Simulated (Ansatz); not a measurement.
**What a change does: single-point calculation on AlNi**

System: AlNi (Cmmm, 2 atoms in the cell).
Method of run 1: DFT PBEsol, scalar-relativistic, plane waves, PAW, no spin polarisation (Ansatz 0.2.0).

The structure derives from a Materials Project entry. Text and figures count atoms from 1; the logs count them from 0 in places.

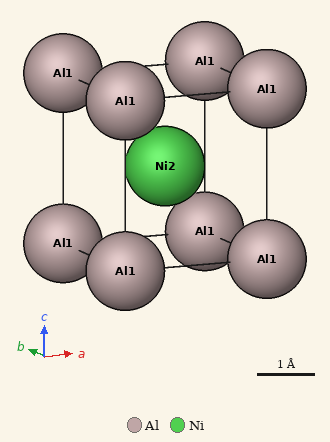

**Figure 1.** The input geometry (spheres-only view of the cell of the calculation, seen slightly off an axis; atoms are numbered from 1 in the order of the input). An atom can appear more than once, as a periodic image.

## Input, run 1
```yaml
crystal:
  lattice:
    - [1.938694, -1.95319015, 0.0]
    - [1.938694, 1.95319015, 0.0]
    - [0.0, 0.0, 3.0994300413]
  atoms:
    - { symbol: Al, position: [0.0, 0.0, 0.0] }
    - { symbol: Ni, position: [0.5, 0.5, 0.5] }
basis:
  ecutwfc: 420
kpoints:
  mp_grid: { grid: [16, 16, 14] }
hamiltonian:
  xc: pbesol
scf:
  occupations: { method: gaussian, width: 0.1 }
output:
  forces: true
  stress: true
  eigenvalues: true
  populations: true
```

Launched with:
```bash
ansatz run input.yaml --threads 1 --pin off --max-ram 2560MiB --backend cpu --events-out ev --progress --plain --runs-dir out
```

Hardware: 1 thread of Intel Xeon @ 2.50GHz (Skylake/Cascade Lake), 192 GiB of memory available, shared host.

## Output, shortened to warnings, some set-up lines, iterations and results (run 1)
```
Basis set: ecut = 420 eV, 475 PW (Γ), exchange–correlation on 40×40×48 points (8 copies of the dense FFT grid, shifted against one another)
Symmetry: 8 space group operations
k-points: 584 of 3584
Initial density: superposition of atomic densities (neutral atoms: chi_scale 0, normalization atom), corrected by the library's trained network
[...]
SCF iter   1: F=—  HF=-6330.828636 eV  |F-HF|=—  |Δ(HF+E_count)|=         —  Δρ=1.90e-2  dr2=4.86e-2  ethr=1.77e-3  ⟨swp⟩=4.7  Hψ=39826  notcnv=0
SCF iter   2: F=—  HF=-6330.822643 eV  |F-HF|=—  |Δ(HF+E_count)|=   5.99e-3  Δρ=6.23e-3  dr2=5.92e-3  ethr=2.31e-4  ⟨swp⟩=2.0  Hψ=15332  notcnv=0  defer=115
SCF iter   3: F=—  HF=-6330.821959 eV  |F-HF|=—  |Δ(HF+E_count)|=   6.84e-4  Δρ=9.75e-4  dr2=1.48e-4  ethr=2.82e-5  ⟨swp⟩=1.0  Hψ=8621  notcnv=0  defer=115
SCF iter   4: F=—  HF=-6330.821937 eV  |F-HF|=—  |Δ(HF+E_count)|=   2.23e-5  Δρ=7.52e-5  dr2=3.89e-7  ethr=7.07e-7  ⟨swp⟩=1.5  Hψ=9777  notcnv=0  defer=115
SCF iter   5: F=—  HF=-6330.821968 eV  |F-HF|=—  |Δ(HF+E_count)|=   3.17e-5  Δρ=1.13e-5  dr2=2.29e-8  ethr=1.85e-9  ⟨swp⟩=2.0  Hψ=13908  notcnv=0  defer=115
SCF iter   6: F=-6330.821968 eV  HF=-6330.821968 eV  |F-HF|=3.33e-10  |Δ(HF+E_count)|=   3.99e-9  Δρ=1.22e-6  dr2=1.88e-10  ethr=1.09e-10  ⟨swp⟩=3.8  Hψ=31159  notcnv=0
SCF 1 converged in 6 iterations: F = -6330.821968 eV  dr2 = 1.88e-10
SCF converged after 6 iterations
Free energy (F): -6330.821968 eV
Harris-Foulkes:  -6330.821968 eV  (|F-HF|=3.33e-10)
Internal energy: -6330.817068 eV  (E = F + TS)
E sigma→0 (E₀):  -6330.819518 eV
Entropy (-TS):   -0.004900 eV (-2.450 meV/atom)
Fermi energy:    14.183574 eV
--- Per-component energies (eV) ---
  E_band       = -332.020091
  E_kinetic    = 312.002956
  E_local      = -4435.639754  (includes V_loc(G=0)·N_el)
  E_nonlocal   = 648.427351
  E_hartree    = 1908.327234
  E_xc         = -125.920571
  E_vxc        = -141.156180  (∫ρ·V_xc dr)
  E_paw        = -2052.511415  (= ΣΔE_a)
  E_vpaw       = -532.310201  (= ΣTr[D̂ρ^β])
  E_aug_tail   = 0.000507  (compensation charges beyond the density's cutoff)
  E_ewald      = -2585.719804
  E_core_change = 0.216428  (= ΣΔE_core)
  E_smearing   = -0.004900  (= −TS)
  E_closure    = -0.000000  (closes the sum)
  Σ components = -6330.821968   (vs F -6330.821968, Δ=0.00e0)
--- Forces (eV/Å), atoms counted from 1 ---
  atom   1  Al    -0.00000000     0.00000000     0.00000000
  atom   2  Ni     0.00000000    -0.00000000     0.00000000
  max |Σ_I F_I| component: 2.48e-29 eV/Å
--- Stress (GPa, compression-positive) ---
        3.346187      -0.000000      -0.000000
       -0.000000       1.785783       0.000000
       -0.000000       0.000000      -4.091514
  P = ⅓ Tr σ = 0.3468 GPa (3.468 kbar)
--- Löwdin populations: 2 sites ---
  site symbol       q [e]
     0     Al      3.2914
     1     Ni     17.5258
  spilling = 0.008706 (of n_electrons = 21.000000)
```

For run 2 the input was changed thus:
```diff
-  occupations: { method: gaussian, width: 0.1 }
+  occupations: { method: fermi_dirac, width: 0.3 }
-  populations: true
```

Predict how the results change.

The total energy of run 2 is 2.4 meV per atom lower, which comes with the changed settings and measures no stability. The pressure goes from 0.35 to 1.18 GPa. The number of SCF iterations is the same.

## Output, shortened to warnings, some set-up lines, iterations and results (run 2)
```
Basis set: ecut = 420 eV, 475 PW (Γ), exchange–correlation on 40×40×48 points (8 copies of the dense FFT grid, shifted against one another)
Symmetry: 8 space group operations
k-points: 584 of 3584
Initial density: superposition of atomic densities (neutral atoms: chi_scale 0, normalization atom), corrected by the library's trained network
[...]
SCF iter   1: F=—  HF=-6330.959723 eV  |F-HF|=—  |Δ(HF+E_count)|=         —  Δρ=2.47e-2  dr2=8.93e-2  ethr=1.77e-3  ⟨swp⟩=4.0  Hψ=40555  notcnv=0
SCF iter   2: F=—  HF=-6330.950553 eV  |F-HF|=—  |Δ(HF+E_count)|=   9.17e-3  Δρ=1.02e-2  dr2=1.78e-2  ethr=4.25e-4  ⟨swp⟩=1.0  Hψ=14016  notcnv=0
SCF iter   3: F=—  HF=-6330.948465 eV  |F-HF|=—  |Δ(HF+E_count)|=   2.09e-3  Δρ=1.78e-3  dr2=5.49e-4  ethr=8.48e-5  ⟨swp⟩=1.0  Hψ=9344  notcnv=0
SCF iter   4: F=—  HF=-6330.948401 eV  |F-HF|=—  |Δ(HF+E_count)|=   6.48e-5  Δρ=1.33e-4  dr2=6.06e-7  ethr=2.61e-6  ⟨swp⟩=1.0  Hψ=9372  notcnv=0
SCF iter   5: F=—  HF=-6330.948434 eV  |F-HF|=—  |Δ(HF+E_count)|=   3.36e-5  Δρ=1.45e-5  dr2=6.05e-8  ethr=2.89e-9  ⟨swp⟩=2.0  Hψ=15527  notcnv=0
SCF iter   6: F=-6330.948434 eV  HF=-6330.948434 eV  |F-HF|=4.25e-10  |Δ(HF+E_count)|=   2.32e-8  Δρ=1.56e-6  dr2=2.47e-10  ethr=2.88e-10  ⟨swp⟩=3.1  Hψ=34389  notcnv=0
SCF 1 converged in 6 iterations: F = -6330.948434 eV  dr2 = 2.47e-10
SCF converged after 6 iterations
Free energy (F): -6330.948434 eV
Harris-Foulkes:  -6330.948434 eV  (|F-HF|=4.25e-10)
Internal energy: -6330.700384 eV  (E = F + TS)
E sigma→0 (E₀):  -6330.824409 eV
Entropy (-TS):   -0.248050 eV (-124.025 meV/atom)
Fermi energy:    14.248822 eV
--- Per-component energies (eV) ---
  E_band       = -332.765826
  E_kinetic    = 311.842239
  E_local      = -4434.315874  (includes V_loc(G=0)·N_el)
  E_nonlocal   = 648.226224
  E_hartree    = 1907.195554
  E_xc         = -125.918329
  E_vxc        = -141.151882  (∫ρ·V_xc dr)
  E_paw        = -2052.227329  (= ΣΔE_a)
  E_vpaw       = -531.758794  (= ΣTr[D̂ρ^β])
  E_aug_tail   = 0.000507  (compensation charges beyond the density's cutoff)
  E_ewald      = -2585.719804
  E_core_change = 0.216428  (= ΣΔE_core)
  E_smearing   = -0.248050  (= −TS)
  E_closure    = 0.000000  (closes the sum)
  Σ components = -6330.948434   (vs F -6330.948434, Δ=0.00e0)
--- Forces (eV/Å), atoms counted from 1 ---
  atom   1  Al    -0.00000000     0.00000000     0.00000000
  atom   2  Ni     0.00000000    -0.00000000     0.00000000
  max |Σ_I F_I| component: 3.74e-29 eV/Å
--- Stress (GPa, compression-positive) ---
        3.973689      -0.000000      -0.000000
       -0.000000       2.349811       0.000000
       -0.000000       0.000000      -2.785311
  P = ⅓ Tr σ = 1.1794 GPa (11.794 kbar)
```

## The two runs side by side

```tsv
quantity	run 1	run 2
outcome	converged	converged
free energy per atom (eV)	−3165.4110	−3165.4742
energy per atom, smearing taken to zero (eV)	−3165.4098	−3165.4122
gap on the mesh (eV)	0.00	0.00
pressure (GPa)	0.35	1.18
largest force (eV/Å)	0.000	0.000
SCF iterations	6	6
irreducible k-points	584	584
plane waves at Γ	475	475
wall time (shared host)	16 s	17 s
```

For both runs: The run has no spin polarisation, so a magnetic state may lie lower.
